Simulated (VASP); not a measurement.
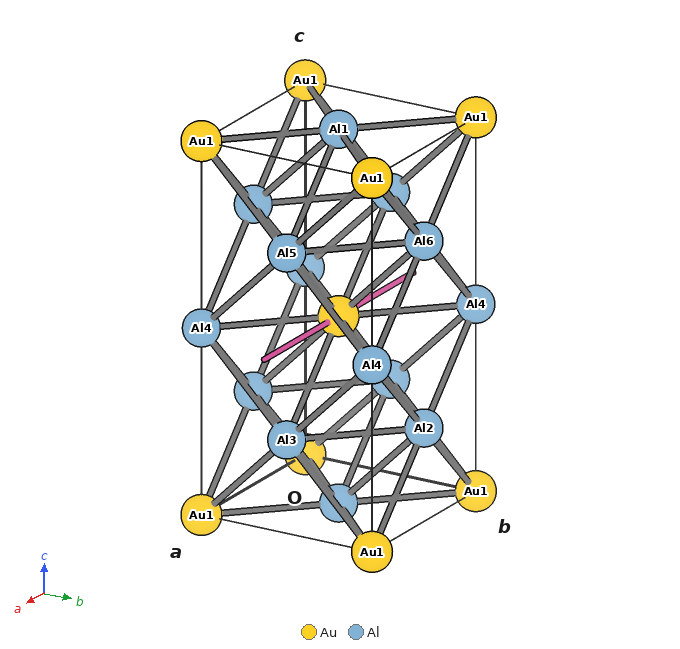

The coloured rod is the axis of a symmetry operation of the crystal. Crystal: Al₃Au, a cell listed in the Materials Project, as set up for an electronic-structure calculation. Geometry calculated from the standardised cell; symmetry tolerance 0.002 Å.

a = 4.051 Å, b = 4.051 Å, c = 8.113 Å, α = 90.00°, β = 90.00°, γ = 90.00°.

| atom | x | y | z |
| --- | --- | --- | --- |
| Au1 | 0.0000 | 0.0000 | 0.0000 |
| Al1 | 0.5000 | 0.5000 | 0.0000 |
| Al2 | 0.5000 | 0.0000 | 0.2500 |
| Al3 | 0.0000 | 0.5000 | 0.2500 |
| Au2 | 0.5000 | 0.5000 | 0.5000 |
| Al4 | 0.0000 | 0.0000 | 0.5000 |
| Al5 | 0.0000 | 0.5000 | 0.7500 |
| Al6 | 0.5000 | 0.0000 | 0.7500 |

Take the operation x, y, z → x, −y+1, −z+1.

> What kind of operation is it, and where does it lie?

It is a 2-fold rotation, about the line along [1 0 0] through (1/2, 1/2, 1/2).

> Onto which atom does it carry each atom (up to whole multiples of a, b and c)?

Au1 → Au1, Al1 → Al1, Al2 → Al6, Al3 → Al5, Au2 → Au2, Al4 → Al4, Al5 → Al3, Al6 → Al2.
